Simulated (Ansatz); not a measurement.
System: Si23H4O48 (cell with a defect).

The calculation's input:

```
crystal:
  lattice:
    - [9.8316, 0.0, 0.0]
    - [-4.9158, 8.51441536, 0.0]
    - [0.0, 0.0, 10.8182]
  atoms:
    - { symbol: Si, position: [0.26515, 0.0, 0.16666667] }
    - { symbol: Si, position: [0.0, 0.26515, 0.33333333] }
    - { symbol: Si, position: [0.23485, 0.23485, 0.0] }
    - { symbol: O, position: [0.0731, 0.2071, 0.4405] }
    - { symbol: O, position: [0.2929, 0.366, 0.10716667] }
    - { symbol: O, position: [0.134, 0.4269, 0.27383333] }
    - { symbol: O, position: [0.2071, 0.0731, 0.0595] }
    - { symbol: O, position: [0.366, 0.2929, 0.39283333] }
    - { symbol: O, position: [0.4269, 0.134, 0.22616667] }
    - { symbol: Si, position: [0.26515, 0.0, 0.66666667] }
    - { symbol: Si, position: [0.0, 0.26515, 0.83333333] }
    - { symbol: Si, position: [0.23485, 0.23485, 0.5] }
    - { symbol: O, position: [0.0731, 0.2071, 0.9405] }
    - { symbol: O, position: [0.2929, 0.366, 0.60716667] }
    - { symbol: O, position: [0.134, 0.4269, 0.77383333] }
    - { symbol: O, position: [0.2071, 0.0731, 0.5595] }
    - { symbol: O, position: [0.366, 0.2929, 0.89283333] }
    - { symbol: O, position: [0.4269, 0.134, 0.72616667] }
    - { symbol: Si, position: [0.26515, 0.5, 0.16666667] }
    - { symbol: Si, position: [0.0, 0.76515, 0.33333333] }
    - { symbol: Si, position: [0.23485, 0.73485, 0.0] }
    - { symbol: O, position: [0.0731, 0.7071, 0.4405] }
    - { symbol: O, position: [0.2929, 0.866, 0.10716667] }
    - { symbol: O, position: [0.134, 0.9269, 0.27383333] }
    - { symbol: O, position: [0.2071, 0.5731, 0.0595] }
    - { symbol: O, position: [0.366, 0.7929, 0.39283333] }
    - { symbol: O, position: [0.4269, 0.634, 0.22616667] }
    - { symbol: Si, position: [0.0, 0.76515, 0.83333333] }
    - { symbol: Si, position: [0.23485, 0.73485, 0.5] }
    - { symbol: O, position: [0.0731, 0.7071, 0.9405] }
    - { symbol: O, position: [0.2929, 0.866, 0.60716667] }
    - { symbol: O, position: [0.134, 0.9269, 0.77383333] }
    - { symbol: O, position: [0.2071, 0.5731, 0.5595] }
    - { symbol: O, position: [0.366, 0.7929, 0.89283333] }
    - { symbol: O, position: [0.4269, 0.634, 0.72616667] }
    - { symbol: Si, position: [0.76515, 0.0, 0.16666667] }
    - { symbol: Si, position: [0.5, 0.26515, 0.33333333] }
    - { symbol: Si, position: [0.73485, 0.23485, 0.0] }
    - { symbol: O, position: [0.5731, 0.2071, 0.4405] }
    - { symbol: O, position: [0.7929, 0.366, 0.10716667] }
    - { symbol: O, position: [0.634, 0.4269, 0.27383333] }
    - { symbol: O, position: [0.7071, 0.0731, 0.0595] }
    - { symbol: O, position: [0.866, 0.2929, 0.39283333] }
    - { symbol: O, position: [0.9269, 0.134, 0.22616667] }
    - { symbol: Si, position: [0.76515, 0.0, 0.66666667] }
    - { symbol: Si, position: [0.5, 0.26515, 0.83333333] }
    - { symbol: Si, position: [0.73485, 0.23485, 0.5] }
    - { symbol: O, position: [0.5731, 0.2071, 0.9405] }
    - { symbol: O, position: [0.7929, 0.366, 0.60716667] }
    - { symbol: O, position: [0.634, 0.4269, 0.77383333] }
    - { symbol: O, position: [0.7071, 0.0731, 0.5595] }
    - { symbol: O, position: [0.866, 0.2929, 0.89283333] }
    - { symbol: O, position: [0.9269, 0.134, 0.72616667] }
    - { symbol: Si, position: [0.76515, 0.5, 0.16666667] }
    - { symbol: Si, position: [0.5, 0.76515, 0.33333333] }
    - { symbol: Si, position: [0.73485, 0.73485, 0.0] }
    - { symbol: O, position: [0.5731, 0.7071, 0.4405] }
    - { symbol: O, position: [0.7929, 0.866, 0.10716667] }
    - { symbol: O, position: [0.634, 0.9269, 0.27383333] }
    - { symbol: O, position: [0.7071, 0.5731, 0.0595] }
    - { symbol: O, position: [0.866, 0.7929, 0.39283333] }
    - { symbol: O, position: [0.9269, 0.634, 0.22616667] }
    - { symbol: Si, position: [0.76515, 0.5, 0.66666667] }
    - { symbol: Si, position: [0.5, 0.76515, 0.83333333] }
    - { symbol: Si, position: [0.73485, 0.73485, 0.5] }
    - { symbol: O, position: [0.5731, 0.7071, 0.9405] }
    - { symbol: O, position: [0.7929, 0.866, 0.60716667] }
    - { symbol: O, position: [0.634, 0.9269, 0.77383333] }
    - { symbol: O, position: [0.7071, 0.5731, 0.5595] }
    - { symbol: O, position: [0.866, 0.7929, 0.89283333] }
    - { symbol: O, position: [0.9269, 0.634, 0.72616667] }
    - { symbol: H, position: [0.40487337, 0.5287268, 0.70580807] }
    - { symbol: H, position: [0.19066347, 0.35242604, 0.62752527] }
    - { symbol: H, position: [0.31121189, 0.62623572, 0.59607864] }
    - { symbol: H, position: [0.17255331, 0.5299374, 0.7372547] }
scf:
  occupations: { method: gaussian, width: 0.02 }
output:
  forces: true
  stress: false
  eigenvalues: true
  write_density: true
  write_potential: true
  elf: true
  volumetric_format: npy
kpoints:
  mp_grid: { grid: [1, 1, 1] }
hamiltonian:
  xc: pbe
  dispersion: d3bj
relax:
  f_tol: 0.01
  max_steps: 150
```

Run with:

```sh
ansatz run input.yaml --threads 8 --pin off --max-ram 24576MiB --backend cpu --events-out ev --progress --plain --runs-dir out
```

The fields are those of the relaxed geometry.

Method: DFT PBE+D3(BJ), scalar-relativistic, plane waves, PAW (Ansatz).

What will maps of the valence pseudo-density and electron localisation function show?

O–H (0.99 Å): the density is about 3.7 e/Å³ at the midpoint; the ELF climbs to about 0.95 towards the hydrogen, as it does in any bond to H; an ordinary covalent bond to hydrogen.
Si–O (1.63 Å): the density is about 1.2 e/Å³ at the midpoint; the ELF peaks at about 0.85 between the atoms: a shared but strongly polarised pair.

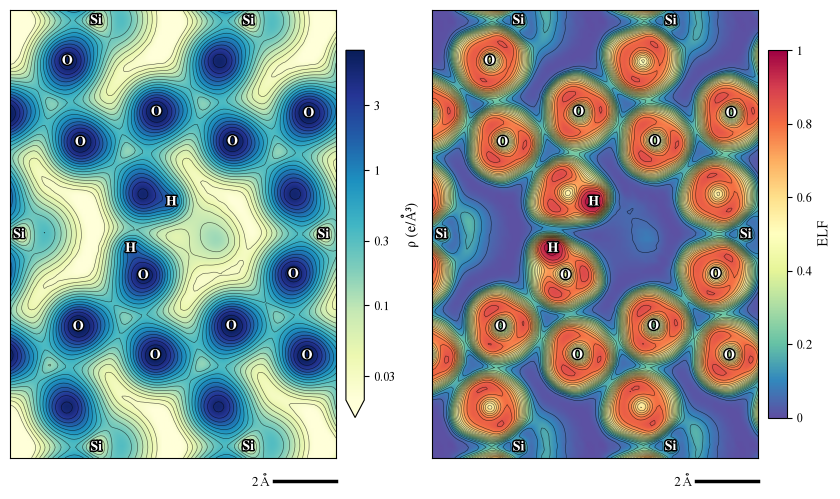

Computed valence pseudo-density and electron localisation function on the (011) plane of the calculation cell, in this order. Atoms just off the plane (Si, 0.4 Å away and O, 0.3 Å away) can leave unmarked features too.
